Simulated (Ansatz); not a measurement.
# Run report: CuO, single-point calculation (part 3 of 3)

CuO (C2/c, 4 atoms in the cell); DFT PBE+U, scalar-relativistic, plane waves, PAW, Ueff = 4 eV on Cu d, spin-polarised (Ansatz 0.2.0); cutoff 420 eV, 5×5×3 k-mesh, Gaussian smearing of 0.05 eV, collinear spins. The structure derives from an entry of the Crystallography Open Database.

Geometry of the input (Å; fractional positions):
```
2.3418  -1.7113  0.0000
2.3418  1.7113  0.0000
-0.8500  0.0000  5.0579
Cu 0.0000  0.5000  0.0000
Cu 0.5000  -0.0000  0.5000
O  0.5816  0.4184  0.2500
O  0.4184  0.5816  0.7500
```

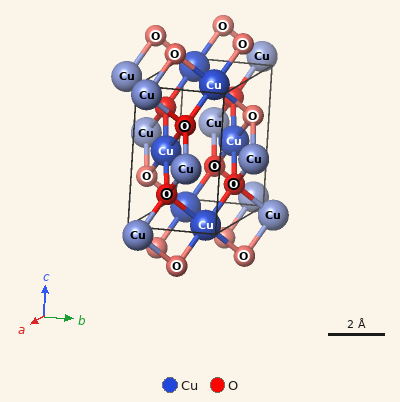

The input geometry (ball-and-stick view of the cell 2 times as large as that of the calculation, set on its symmetry axes, seen slightly off an axis; neighbours outside the cell are drawn fainter).

### Output, continued
```
SCF iter  65: F=—  HF=-14380.620796 eV  |F-HF|=—  |Δ(HF+E_count)|=   8.05e-4  Δρ=3.08e-3 (↑2.38e-3 ↓3.08e-3)  dr2=5.46e-4  dr2_m=2.64e-3  M=0.842 μB ∫|m|=0.867 μB  β_m=0.01  ethr=1.02e-8  ⟨swp⟩=2.1  Hψ=2776  notcnv=0  defer=86
SCF iter  66: F=—  HF=-14380.622008 eV  |F-HF|=—  |Δ(HF+E_count)|=   1.21e-3  Δρ=3.59e-3 (↑2.73e-3 ↓3.59e-3)  dr2=8.74e-4  dr2_m=3.52e-3  M=0.883 μB ∫|m|=0.908 μB  β_m=0.03  ethr=1.02e-8  ⟨swp⟩=2.6  Hψ=2833  notcnv=0  defer=86
SCF iter  67: F=—  HF=-14380.627046 eV  |F-HF|=—  |Δ(HF+E_count)|=   5.04e-3  Δρ=4.42e-3 (↑3.43e-3 ↓4.42e-3)  dr2=2.43e-3  dr2_m=5.03e-3  M=1.004 μB ∫|m|=1.031 μB  β_m=0.05  ethr=1.02e-8  ⟨swp⟩=3.0  Hψ=3472  notcnv=0  defer=86
SCF iter  68: F=—  HF=-14380.621998 eV  |F-HF|=—  |Δ(HF+E_count)|=   5.05e-3  Δρ=3.55e-3 (↑2.72e-3 ↓3.55e-3)  dr2=8.42e-4  dr2_m=3.45e-3  M=0.883 μB ∫|m|=0.908 μB  β_m=0.00  ethr=1.02e-8  ⟨swp⟩=3.0  Hψ=3522  notcnv=0  defer=86
SCF iter  69: F=—  HF=-14380.625268 eV  |F-HF|=—  |Δ(HF+E_count)|=   3.27e-3  Δρ=4.27e-3 (↑3.31e-3 ↓4.27e-3)  dr2=1.69e-3  dr2_m=4.89e-3  M=0.964 μB ∫|m|=0.991 μB  β_m=0.01  ethr=1.02e-8  ⟨swp⟩=3.1  Hψ=3428  notcnv=0  defer=86
SCF iter  70: F=—  HF=-14380.632494 eV  |F-HF|=—  |Δ(HF+E_count)|=   7.23e-3  Δρ=4.59e-3 (↑4.50e-3 ↓4.59e-3)  dr2=5.53e-3  dr2_m=5.63e-3  M=1.128 μB ∫|m|=1.157 μB  β_m=0.00  ethr=1.02e-8  ⟨swp⟩=3.0  Hψ=3760  notcnv=0  defer=86
SCF iter  71: F=—  HF=-14380.626580 eV  |F-HF|=—  |Δ(HF+E_count)|=   5.91e-3  Δρ=4.79e-3 (↑3.95e-3 ↓4.79e-3)  dr2=3.57e-3  dr2_m=6.01e-3  M=0.998 μB ∫|m|=1.025 μB  ethr=1.02e-8  ⟨swp⟩=5.1  Hψ=7333  notcnv=0
Mixer restart at iter 71: flushing history
iteration 71: the SCF's residuals had fallen too slowly under its mixing. It goes on by minimising its free energy, and can end on another state than longer mixing would; under `scf.algorithm: density_mixing` no SCF does so, but by `scf.convergence.dm_fallback`
SCF iter  72: F=—  HF=-14380.703206 eV  |F-HF|=—  |Δ(HF+E_count)|=   7.66e-2  Δρ=7.63e-3 (↑7.63e-3 ↓5.72e-3)  dr2=3.64e-2  dr2_m=1.90e-3  M=1.839 μB ∫|m|=1.892 μB  ethr=1.02e-8  ⟨swp⟩=4.3  Hψ=10787  notcnv=0
SCF iter  73: F=—  HF=-14380.696831 eV  |F-HF|=—  |Δ(HF+E_count)|=   6.38e-3  Δρ=2.01e-3 (↑8.24e-4 ↓2.01e-3)  dr2=1.20e-3  dr2_m=3.77e-4  M=1.867 μB ∫|m|=1.930 μB  ethr=1.02e-8  ⟨swp⟩=4.0  Hψ=7168  notcnv=0
SCF iter  74: F=—  HF=-14380.696389 eV  |F-HF|=—  |Δ(HF+E_count)|=   4.41e-4  Δρ=4.54e-5 (↑3.94e-5 ↓4.54e-5)  dr2=1.42e-6  dr2_m=1.50e-7  M=1.867 μB ∫|m|=1.933 μB  ethr=1.02e-8  ⟨swp⟩=3.9  Hψ=5709  notcnv=0
SCF iter  75: F=—  HF=-14380.696389 eV  |F-HF|=—  |Δ(HF+E_count)|=   2.50e-7  Δρ=1.29e-5 (↑1.29e-5 ↓8.77e-6)  dr2=8.79e-8  dr2_m=2.93e-9  M=1.867 μB ∫|m|=1.932 μB  ethr=2.00e-10  ⟨swp⟩=3.7  Hψ=6001  notcnv=0
SCF iter  76: F=-14380.696389 eV  HF=-14380.696389 eV  |F-HF|=2.12e-9  |Δ(HF+E_count)|=   3.08e-8  Δρ=1.78e-6 (↑1.18e-6 ↓1.78e-6)  dr2=2.22e-9  dr2_m=1.03e-10  M=1.867 μB ∫|m|=1.932 μB  ethr=1.76e-10  ⟨swp⟩=2.0  Hψ=4576  notcnv=0
SCF iter  77: F=-14380.696389 eV  HF=-14380.696389 eV  |F-HF|=2.12e-9  |Δ(HF+E_count)|=  3.64e-12  Δρ=1.78e-6 (↑1.18e-6 ↓1.78e-6)  dr2=2.22e-9  dr2_m=1.03e-10  M=1.867 μB ∫|m|=1.932 μB  ethr=4.44e-12  ⟨swp⟩=1.0  Hψ=4469  notcnv=0
SCF 1 converged in 77 iterations: F = -14380.696389 eV  dr2 = 2.22e-9
  greatest PAW one-centre occupation: 1.000 electrons in one spin orbital (limit 2), on the Cu atom at site 1 (counted from 0), in its partial waves of l = 0
SCF converged after 77 iterations
Magnetization: 1.8670 μB (25.9335 up, 24.0665 down)
Absolute magnetization: 1.9118 μB (∫|ρ↑−ρ↓|, with the PAW one-centre terms)
Spin contamination: 0.0067 ħ² per cell (⟨S²⟩ above its minimum at these occupations)
Per-site moments (μB) at R_I (Å): [(0.5933103457869878, 0.8046942075175305), (0.5933103457869879, 0.8046942075175305), (0.31121500502741445, 0.8046942075175305), (0.3112150050274145, 0.8046942075175305)]
Free energy (F): -14380.696389 eV
Harris-Foulkes:  -14380.696389 eV  (|F-HF|=2.12e-9)
Internal energy: -14380.695792 eV  (E = F + TS)
E sigma→0 (E₀):  -14380.696091 eV
Entropy (-TS):   -0.000597 eV (-0.149 meV/atom)
Fermi energy:    11.886151 eV
--- Per-component energies (eV) ---
  E_band       = -892.014814
  E_kinetic    = 943.419304
  E_local      = -9657.713126  (includes V_loc(G=0)·N_el)
  E_nonlocal   = 877.553843
  E_hartree    = 4181.435215
  E_xc         = -323.874800
  E_vxc        = -415.773774  (∫ρ·V_xc dr)
  E_hubbard    = 1.308146  (on-site DFT+U / exact-exchange correction)
  E_vhub       = -34.895225  (the Hubbard potential's part of the band-sum identity)
  E_paw        = -3638.502092  (= ΣΔE_a)
  E_vpaw       = -967.481883  (= ΣTr[D̂ρ^β])
  E_aug_tail   = 0.005649  (compensation charges beyond the density's cutoff)
  E_ewald      = -6764.327933
  E_smearing   = -0.000597  (= −TS)
  E_closure    = 0.000000  (closes the sum)
  Σ components = -14380.696389   (vs F -14380.696389, Δ=0.00e0)
--- Forces (eV/Å), atoms counted from 1 ---
  atom   1  Cu     0.00000000     0.00000000    -0.00000000
  atom   2  Cu     0.00000000     0.00000000     0.00000000
  atom   3  O      0.00000000     0.08079222    -0.00000000
  atom   4  O     -0.00000000    -0.08079222     0.00000000
  max |Σ_I F_I| component: 1.26e-29 eV/Å
--- Stress (GPa, compression-positive) ---
        7.560881       0.000000       0.166448
        0.000000       8.666292       0.000000
        0.166452       0.000000       8.886138
  P = ⅓ Tr σ = 8.3711 GPa (83.711 kbar)
--- Band table (eV; the first three rows and the last of 48) ---
  k-point 0 ↑: bands = ["-100.9135", "-100.9129", "-58.6207", "-58.6172", "-58.5649", "-58.5601", "-57.6251", "-57.6247", "-7.8027", "-6.4318", "3.4654", "4.8758", "5.2552", "6.7216", "6.9049", "7.0446", "7.3322", "7.4980", "7.6763", "7.7967", "8.7857", "9.0702", "9.0900", "9.4911", "11.3868", "12.0149", "13.6231", "18.2309", "20.2545", "25.5386", "27.8542", "28.5641"]
  k-point 1 ↑: bands = ["-100.9130", "-100.9128", "-58.6198", "-58.6180", "-58.5638", "-58.5614", "-57.6250", "-57.6248", "-7.5064", "-6.8295", "4.3852", "5.0495", "5.2602", "6.1468", "6.7153", "6.7671", "7.3937", "7.4161", "7.5673", "7.6857", "8.5697", "8.6331", "9.5844", "9.7070", "11.2442", "11.6146", "14.9613", "16.9151", "22.2436", "25.3288", "26.3795", "26.9435"]
  k-point 2 ↑: bands = ["-100.9128", "-100.9127", "-58.6222", "-58.6183", "-58.5657", "-58.5615", "-57.6283", "-57.6248", "-7.5548", "-6.4131", "3.8573", "4.9538", "5.2915", "6.1650", "6.7874", "7.0529", "7.0934", "7.4251", "7.5861", "7.7601", "8.4603", "8.7721", "9.4287", "9.5080", "10.9651", "11.7219", "15.0982", "19.3479", "19.7329", "23.0376", "26.1304", "27.1939"]
  k-point 23 ↓: bands = ["-100.1145", "-100.1141", "-57.6037", "-57.6019", "-57.5859", "-57.5838", "-57.3236", "-57.3224", "-5.9262", "-5.6801", "5.1697", "5.7546", "6.0884", "6.3669", "6.8107", "7.2442", "7.8687", "8.0130", "8.2515", "8.5376", "9.2026", "9.3027", "9.6453", "10.0404", "12.1132", "13.2159", "17.4142", "18.5614", "20.7950", "21.9771", "23.8281", "25.6353"]
Occupation matrices written to [file]
--- Löwdin populations: 4 sites ---
  site symbol       q [e]    m [muB]
     0     Cu     17.9485     0.5278
     1     Cu     17.9485     0.5278
     2      O      6.9381     0.3997
     3      O      6.9381     0.3997
  spilling = 0.004534 (of n_electrons = 50.000000)
--- Occupation matrices: 2 shells (run DFT+U table (all-electron-ortho-atomic); ε = 7.16e-3) ---
  Cu0 d_3D: site group Ci (-1)
  Cu0 d_3D up     Tr n = 4.9609  λ = 0.981 0.985 0.998 0.998 0.999  [2× xy 0.37 Ag(1.00) | 3× z2 0.30 Ag(1.00)]
  Cu0 d_3D dn     Tr n = 4.4170  λ = 0.458 0.975 0.993 0.995 0.995  [xz 0.61 Ag(1.00) | xy 0.71 Ag(1.00) | 3× z2 0.30 Ag(1.00)]
  Cu1 d_3D: site group Ci (-1)
  Cu1 d_3D up     Tr n = 4.9609  λ = 0.981 0.985 0.998 0.998 0.999  [2× xy 0.37 Ag(1.00) | 3× z2 0.30 Ag(1.00)]
  Cu1 d_3D dn     Tr n = 4.4170  λ = 0.458 0.975 0.993 0.995 0.995  [xz 0.61 Ag(1.00) | xy 0.71 Ag(1.00) | 3× z2 0.30 Ag(1.00)]
  Tr n, λ and their labels are of the run-group-symmetrised matrices; stabiliser: 4 of 8 elements of G0×{1,Θ} (closed), max defect 3.9e-15 at τ = 1.5e-3
```

### Key numbers

```json
{"quantity": "outcome", "value": "converged"}
{"quantity": "space group (tolerance 0.01 Å)", "value": "C2/c (15)"}
{"quantity": "electrons treated", "value": "50"}
{"quantity": "free energy", "value": "−14380.6964 eV"}
{"quantity": "Fermi energy", "value": "11.886 eV"}
{"quantity": "gap on the k-point mesh", "value": "none (metallic)"}
{"quantity": "net moment of the cell", "value": "1.87 μB"}
{"quantity": "integrated absolute moment", "value": "1.91 μB"}
{"quantity": "pressure", "value": "8.37 GPa"}
{"quantity": "largest force (length of the vector)", "value": "0.081 eV/Å"}
{"quantity": "hardware", "value": "8 threads of Arm Neoverse V2, 24 GiB of memory available, shared host"}
{"quantity": "wall time", "value": "6.7 s (CPU time 45 s)"}
{"quantity": "peak memory", "value": "0.49 GiB"}
```

### Notes

Warnings of the run: the state was not tested for a lower one. The cell is under a pressure of 8.4 GPa at this level, so it is not at its equilibrium volume.
